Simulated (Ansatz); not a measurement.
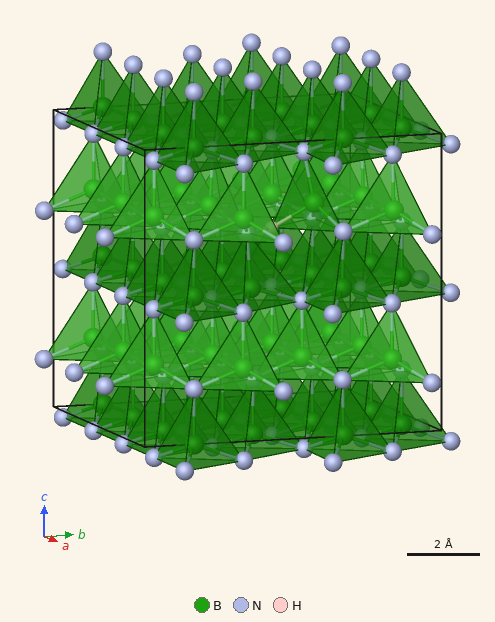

Fig. 1: The input geometry (polyhedral view of the cell of the calculation, seen slightly off an axis; polyhedra are completed across the faces of the cell).

# Run report: B$_{48}$N$_{48}$H (charge +1), single-point calculation (part 1 of 2)

The run: single-point calculation of B$_{48}$N$_{48}$H (defect cell, 97 atoms in the cell, total charge +1). Method and program: DFT, HSE06, PAW, plane waves (Ansatz 0.2.0).

### What the program printed
```
Pseudopotentials: kind: paw
Functional definition: HSE06
  parameter a = 0.25
  parameter omega = 0.11/bohr
  exchange = pbe_x - a*pbe_x_sr(omega) + a*exact_x_sr(omega)
  correlation = pbe_c
Crystal: 97 atoms, lattice volume = 564.078 Å³
Basis set: ecut = 420 eV, 11009 PW (Γ), exchange–correlation on 108×120×120 points (8 copies of the dense FFT grid, shifted against one another)
Bands: 289, of which v1, the nominal top of the filled ones, is band 192 counted from 1 (191 counted from 0)
Symmetry: 1 space group operations
k-points: 1
Non-local potential: B, projectors of the file, l = 0: 2, l = 1: 2, l = 2: 1
Non-local potential: N, projectors of the file, l = 0: 2, l = 1: 2, l = 2: 1
Non-local potential: H, projectors of the file, l = 0: 2, l = 1: 1
PAW form: soft (Blöchl's): semilocal exchange-correlation on the pseudo side does not see the compensation charge
PAW frozen core: B, regenerated for the run's functional, and the local potential with it (the file was generated under x = pbe(κ = 0.804, μ = 0.2195149727645171), c = pbe(β = 0.06672455060314922))
PAW frozen core: N, regenerated for the run's functional, and the local potential with it (the file was generated under x = pbe(κ = 0.804, μ = 0.2195149727645171), c = pbe(β = 0.06672455060314922))
PAW one-centre angular grid: B, 110 points (default); XC on 64 Gauss nodes
PAW one-centre angular grid: N, 110 points (default); XC on 64 Gauss nodes
PAW one-centre angular grid: H, 110 points (default); XC on 64 Gauss nodes
Initial density: superposition of atomic densities (neutral atoms scaled as one to the charged cell's electrons: chi_scale 0, normalization atom), corrected by the library's trained network
Initial wavefunctions: pseudopotential atomic-orbital guess
Functional: x = pbe(κ = 0.804, μ = 0.2195149727645171), c = pbe(β = 0.06672455060314922), warm-up for x = pbe(κ = 0.804, μ = 0.2195149727645171) + 0.25 (exact − pbe) at short range (hse, ω = 0.20786987370883472 Å⁻¹), c = pbe(β = 0.06672455060314922); HSE06 as pw.x's `hse` composes it (authors' and Libxc's form: `xc: wpbeh`)
SCF iter   1: F=—  HF=-26052.850638 eV  |F-HF|=—  |Δ(HF+E_count)|=         —  Δρ=4.60e-3  dr2=2.69e-1  ethr=1.77e-3  ⟨swp⟩=15.0  Hψ=1583  notcnv=0
preconditioner: auto → none  [insulator: Δε(μ)=4.819 eV  Ē_g=17.654 eV  σ=0.010 eV  W_gap=1.00  n_scr=154 (ndim 8)  ℏωp=30.6 eV  f_vac=0.000  D(μ)=0.00/eV (n_scr^D=0)]
iter 2 solved again at ethr=6.53e-6 eV; its pass at ethr=7.00e-5 eV (dr2=2.51e-2 eV) is discarded
SCF iter   2: F=—  HF=-26052.794576 eV  |F-HF|=—  |Δ(HF+E_count)|=   5.61e-2  Δρ=2.05e-3  dr2=2.49e-2  ethr=6.53e-6  ⟨swp⟩=5.0  Hψ=1489  notcnv=0  defer=22
SCF iter   3: F=-26052.792172 eV  HF=-26052.792208 eV  |F-HF|=3.67e-5  |Δ(HF+E_count)|=   2.37e-3  Δρ=6.46e-4  dr2=1.26e-3  ethr=6.48e-6  ⟨swp⟩=12.0  Hψ=812  notcnv=0  defer=2
SCF 1 stopped early in 3 iterations: F = -26052.792172 eV  dr2 = 1.26e-3
  greatest PAW one-centre occupation: 0.800 electrons in one spin orbital (limit 2), on the N atom at site 65 (counted from 0), in its partial waves of l = 0
Initial density: handed on by an earlier stage of this run
Initial wavefunctions: those handed on with the density
Functional: x = pbe(κ = 0.804, μ = 0.2195149727645171) + 0.25 (exact − pbe) at short range (hse, ω = 0.20786987370883472 Å⁻¹), c = pbe(β = 0.06672455060314922); HSE06 as pw.x's `hse` composes it (authors' and Libxc's form: `xc: wpbeh`)
Exchange kernel: α = 0.2500, screened, ω = 0.2079 Å⁻¹, Wigner–Seitz truncation, v(0) = 796.5775 eV·Å³, q-mesh 1×1×1, nearest image of the exchange supercell L = 7.62 Å, pair-density grid 36×45×45, without the augmentation charges, whose exchange is taken in its separable form (sized by the pseudopotential files, 50×60×60 at the most), smooth part of the exchange summed in real space on grids 50×60
Frozen-core exchange: fock
SCF iter   1: F=—  HF=-26061.457803 eV  |F-HF|=—  |Δ(HF+E_count)|=         —  Δρ=9.07e-3  dr2=2.27e-1  ethr=3.28e-6  ⟨swp⟩=10.0  Hψ=1547  notcnv=0
preconditioner: auto → none  [insulator: Δε(μ)=5.994 eV  Ē_g=20.075 eV  σ=0.010 eV  W_gap=1.00  n_scr=154 (ndim 8)  ℏωp=30.6 eV  f_vac=0.000  D(μ)=0.00/eV (n_scr^D=0)]
SCF iter   2: F=—  HF=-26061.366758 eV  |F-HF|=—  |Δ(HF+E_count)|=   9.10e-2  Δρ=4.08e-3  dr2=4.06e-2  ethr=3.28e-6  ⟨swp⟩=4.0  Hψ=899  notcnv=0
SCF iter   3: F=—  HF=-26061.462630 eV  |F-HF|=—  |Δ(HF+E_count)|=   9.59e-2  Δρ=1.42e-3  dr2=1.03e-2  ethr=3.28e-6  ⟨swp⟩=5.0  Hψ=916  notcnv=0
SCF iter   4: F=—  HF=-26061.459639 eV  |F-HF|=—  |Δ(HF+E_count)|=   2.99e-3  Δρ=4.83e-4  dr2=2.17e-3  ethr=2.64e-6  ⟨swp⟩=4.0  Hψ=841  notcnv=0
SCF iter   5: F=—  HF=-26061.459040 eV  |F-HF|=—  |Δ(HF+E_count)|=   5.99e-4  Δρ=1.30e-4  dr2=1.67e-4  ethr=5.13e-7  ⟨swp⟩=3.0  Hψ=641  notcnv=0
SCF iter   6: F=—  HF=-26061.459869 eV  |F-HF|=—  |Δ(HF+E_count)|=   8.29e-4  Δρ=1.37e-4  dr2=9.10e-5  ethr=2.18e-8  ⟨swp⟩=4.0  Hψ=782  notcnv=0
SCF iter   7: F=-26061.459841 eV  HF=-26061.459843 eV  |F-HF|=1.35e-6  |Δ(HF+E_count)|=   2.69e-5  Δρ=3.63e-5  dr2=7.03e-6  ethr=2.18e-8  ⟨swp⟩=3.0  Hψ=488  notcnv=0
SCF 2 stopped early in 7 iterations: F = -26061.459841 eV  dr2 = 7.03e-6
  Residual-converged pass: ⟨swp⟩=4.0  Hψ=722  notcnv=0  max |occ|·‖R‖ = 5.5e-6 eV (tolerance 6.7e-6 eV)  dr2=6.62e-6  dr2_onsite=1.30e-7  max |Δocc| = 0.0e0
  greatest PAW one-centre occupation: 0.802 electrons in one spin orbital (limit 2), on the N atom at site 65 (counted from 0), in its partial waves of l = 0
hybrid outer 1: dexx = +1.090e-1 eV, tail = 7.47e-5 eV
SCF iter   1: F=—  HF=-26061.458361 eV  |F-HF|=—  |Δ(HF+E_count)|=         —  Δρ=3.87e-5  dr2=5.54e-6  ethr=9.72e-8  ⟨swp⟩=8.0  Hψ=834  notcnv=0
preconditioner: auto → none  [insulator: Δε(μ)=5.945 eV  Ē_g=20.076 eV  σ=0.010 eV  W_gap=1.00  n_scr=154 (ndim 8)  ℏωp=30.6 eV  f_vac=0.000  D(μ)=0.00/eV (n_scr^D=0)]
SCF iter   2: F=—  HF=-26061.458359 eV  |F-HF|=—  |Δ(HF+E_count)|=   1.39e-6  Δρ=1.19e-5  dr2=3.11e-7  ethr=1.27e-9  ⟨swp⟩=3.0  Hψ=634  notcnv=0
SCF iter   3: F=—  HF=-26061.458360 eV  |F-HF|=—  |Δ(HF+E_count)|=   7.04e-7  Δρ=4.93e-6  dr2=9.39e-8  ethr=5.97e-11  ⟨swp⟩=7.0  Hψ=869  notcnv=0  defer=7
SCF iter   4: F=-26061.458360 eV  HF=-26061.458360 eV  |F-HF|=1.35e-8  |Δ(HF+E_count)|=   9.35e-9  Δρ=1.27e-6  dr2=1.61e-8  ethr=2.30e-11  ⟨swp⟩=4.0  Hψ=604  notcnv=0
SCF 3 converged in 4 iterations: F = -26061.458360 eV  dr2 = 1.61e-8
  Residual-converged pass: ⟨swp⟩=2.0  Hψ=481  notcnv=0  max |occ|·‖R‖ = 2.4e-6 eV (tolerance 3.1e-6 eV)  dr2=1.64e-8  dr2_onsite=2.77e-10  max |Δocc| = 0.0e0
```

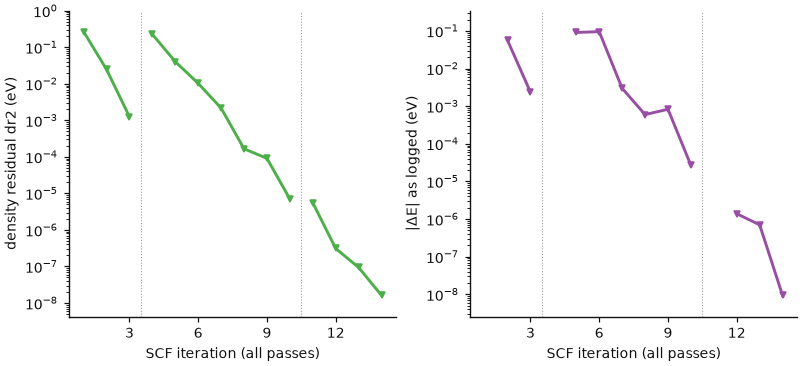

Fig. 2: Convergence of the self-consistent field: density residual dr2 and size of the energy change against the SCF iteration. The run starts with a semilocal functional; after that each stretch between dotted lines is one SCF of the hybrid functional between two exact rebuilds of the exchange operator by the outer loop. Early passes are stopped at a loose threshold. The passes take 3, 7 and 4 iterations.

```
hybrid outer 2: dexx = +7.680e-7 eV, tail = 3.88e-8 eV, Δε = 9.15e-4 eV (about 2.33e-5 eV left of the loop's levels), ΔF = 1.65e-3 eV/Å (tail 5.10e-4)
NSCF: frozen V_eff on 1 k-points
hybrid SCF converged: 2 outer / 11 inner (+3 warm-up), last move |dexx| = 7.68e-7 eV, tail = 3.88e-8 eV
Stability not checked: this state was not tested for a lower state beside it, because the functional holds exact exchange (a hybrid, or Hartree-Fock), whose exchange loop this test does not read (fock_operator; see scf.lower_state_search)
Free energy (F): -26061.458360 eV
Harris-Foulkes:  -26061.458360 eV  (|F-HF|=1.35e-8)
Internal energy: -26061.458360 eV  (E = F + TS)
E sigma→0 (E₀):  -26061.458360 eV
Fermi energy:    13.184471 eV
--- Per-component energies (eV) ---
  E_band       = 679.576835
  E_kinetic    = 8929.617868
  E_local      = -8399.712840  (includes V_loc(G=0)·N_el)
  E_nonlocal   = 2669.079360
  E_hartree    = 2376.102017
  E_xc         = -3636.749040
  E_vxc        = -4478.662413  (∫ρ·V_xc dr)
  E_exx        = -940.354790  (= α·E_x^exact, valence–valence)
  E_paw        = -9830.372256  (= ΣΔE_a)
  E_vpaw       = -912.246072  (= ΣTr[D̂ρ^β])
  E_aug_tail   = 0.003554  (compensation charges beyond the density's cutoff)
  E_ewald      = -17227.406476
  E_core_change = -1.665752  (= ΣΔE_core)
  E_smearing   = -0.000000  (= −TS)
  E_closure    = -0.000005  (closes the sum)
  E_deformation_potential = 20.940921  (in the stress; not in F)
  Σ components = -26061.458360   (vs F -26061.458360, Δ=0.00e0)
--- Forces (eV/Å), atoms counted from 1 ---
  atom   1  B      0.00150823    -0.00692756    -0.01653236
  atom   2  B      0.00234728    -0.00180744    -0.02489918
  atom   3  B     -0.00073621    -0.00427638    -0.02105253
  atom   4  B     -0.00227017    -0.00123956    -0.01943447
  atom   5  B      0.00329566    -0.00090026    -0.01752012
  atom   6  B      0.00918884     0.00394606    -0.02468585
  atom   7  B     -0.00102678     0.00852091     0.00037326
  atom   8  B      0.01134861     0.00535815    -0.04344704
  atom   9  B     -0.00184602     0.00127624    -0.01954618
  atom  10  B     -0.00768817    -0.00571213    -0.02601605
  atom  11  B     -0.00589641     0.00005659    -0.01738090
  atom  12  B     -0.01475604    -0.00066927    -0.02682554
  atom  13  B     -0.00093410     0.00404463    -0.01865007
  atom  14  B      0.00067421     0.00590724    -0.02465443
  atom  15  B     -0.00031296     0.00098739    -0.02097602
  atom  16  B      0.00383556     0.00774944    -0.02004900
  atom  17  B      0.00548598    -0.02610754    -0.00781488
  atom  18  B     -0.01317500    -0.05035018    -0.01656360
  atom  19  B     -0.00166958     0.00791658    -0.00654745
  atom  20  B     -0.00614267     0.00935436    -0.03646817
  atom  21  B     -0.00308216     0.00292594    -0.02230138
  atom  22  B     -0.00650396     0.00439392    -0.01833794
  atom  23  B     -0.00299654     0.01086961    -0.01489454
  atom  24  B     -0.00141257     0.00686664    -0.02452157
  atom  25  B      0.00270459    -0.00350940    -0.02002784
  atom  26  B      0.00758289    -0.00358288    -0.02966806
  atom  27  B      0.00772609    -0.00990420    -0.01481772
  atom  28  B      0.05204285    -0.03208115    -0.00502503
  atom  29  B     -0.00091356    -0.00411789    -0.01963879
  atom  30  B      0.01237589    -0.00738835    -0.03685656
  atom  31  B      0.00018400    -0.00482559    -0.02187630
  atom  32  B      0.00152369    -0.00709714    -0.02715362
  atom  33  B      0.00439255     0.00032774    -0.02174477
  atom  34  B      0.01254563    -0.00799818    -0.01982977
  atom  35  B      0.00170733    -0.00157419    -0.01971882
  atom  36  B      0.04003058     0.03271273    -0.03960998
  atom  37  B      0.00043367    -0.00506594    -0.02243284
  atom  38  B     -0.00420374    -0.01353136    -0.02516328
  atom  39  B     -0.00784762    -0.00879917    -0.01404200
  atom  40  B      0.01359734    -0.03653633    -0.06735843
  atom  41  B     -0.00244478     0.00072239    -0.02338264
  atom  42  B     -0.01271586     0.01171298    -0.01302161
  atom  43  B      0.00125693    -0.00185418    -0.02053280
  atom  44  B      0.00981150     0.00809055    -0.02644434
  atom  45  B      0.00139390     0.00031962    -0.02308975
  atom  46  B      0.01069112     0.05434023     0.00587380
  atom  47  B      0.00017729    -0.00256754    -0.02044151
  atom  48  B     -0.03726958     0.00934819    -0.03785735
  atom  49  N     -0.00156046     0.00953756     0.01799342
  atom  50  N      0.00084116     0.02108847     0.03625399
  atom  51  N     -0.00138405     0.00314715     0.01981887
  atom  52  N     -0.00589571    -0.00037186     0.03110471
  atom  53  N     -0.00497170    -0.00075316     0.01596280
  atom  54  N     -0.00765496    -0.00867149     0.03398058
  atom  55  N     -0.00169753     0.00366750    -0.00006900
  atom  56  N     -0.10066217     0.00058369     0.09568450
  atom  57  N     -0.00062899     0.00979649     0.01713786
  atom  58  N     -0.01903112     0.02602308     0.05220879
  atom  59  N      0.00375557    -0.00156609     0.01661966
  atom  60  N      0.00251151    -0.02065892     0.03052762
  atom  61  N     -0.00157827     0.00054991     0.01573522
  atom  62  N     -0.00632167    -0.00440290     0.03203118
  atom  63  N     -0.00268052     0.00338114     0.01641340
  atom  64  N     -0.02516208    -0.00244473     0.03644657
  atom  65  N      0.00033338     0.00608855     0.01566407
  atom  66  N     -0.38430119     0.58736095    -0.00473511
  atom  67  N     -0.00046157     0.00355728     0.00651073
  atom  68  N      0.07681462     0.00996076     0.08542198
  atom  69  N     -0.00086515     0.00385899     0.01682908
  atom  70  N      0.01230347     0.01093435     0.04092713
  atom  71  N     -0.00076414     0.00386736     0.01676551
  atom  72  N     -0.00059236     0.00137817     0.04170288
  atom  73  N     -0.00242622    -0.00006161     0.02083003
  atom  74  N     -0.00102605    -0.00398985     0.02320913
  atom  75  N     -0.03082796     0.01261987     0.01985337
  atom  76  N     -0.00512305     0.00225432     0.01137266
  atom  77  N      0.00817970     0.00069372     0.02081158
  atom  78  N      0.00005002    -0.00713339     0.02393158
  atom  79  N      0.00303718     0.00475635     0.02434998
  atom  80  N      0.00010695     0.00097563     0.02118526
  atom  81  N     -0.00358128    -0.00117972     0.01794695
  atom  82  N     -0.00368357     0.00144796     0.01398698
  atom  83  N     -0.00238058    -0.00600881     0.02023718
  atom  84  N     -0.00316523    -0.01046862     0.01169447
  atom  85  N      0.00062387    -0.00489466     0.02146429
  atom  86  N      0.00188375    -0.00521141     0.02363550
  atom  87  N      0.03072168     0.01413636     0.01836496
  atom  88  N      0.00159306    -0.00929288     0.01408348
  atom  89  N      0.00761926    -0.00122854     0.01898204
  atom  90  N      0.00331198     0.00140481     0.01297844
  atom  91  N      0.00247063    -0.00103617     0.01978516
  atom  92  N      0.00008295    -0.00328975     0.02222515
  atom  93  N     -0.00001169     0.00251471     0.01277660
  atom  94  N      0.00531946     0.02893478    -0.06864689
  atom  95  N      0.00571772    -0.01167248     0.02077036
  atom  96  N      0.00812298    -0.00736731     0.01340128
  atom  97  H      0.36105253    -0.61218574     0.00695086
  max |Σ_I F_I| component: 5.11e-4 eV/Å
--- Charged-cell corrections in eV (Makov–Payne, q = +1.000 e, ε = 7.000) ---
  F (periodic)     = -26061.458360  (uncorrected; the corrections below are reported, never added to it)
  E_corr1          = +0.351259  (monopole, q²α_M/2εL)
  F Makov-Payne    = -26061.107101  (F + E_corr1; no measured alignment; for a localised charge, not one spread in a band: unchecked)
--- Band table (eV) ---
```
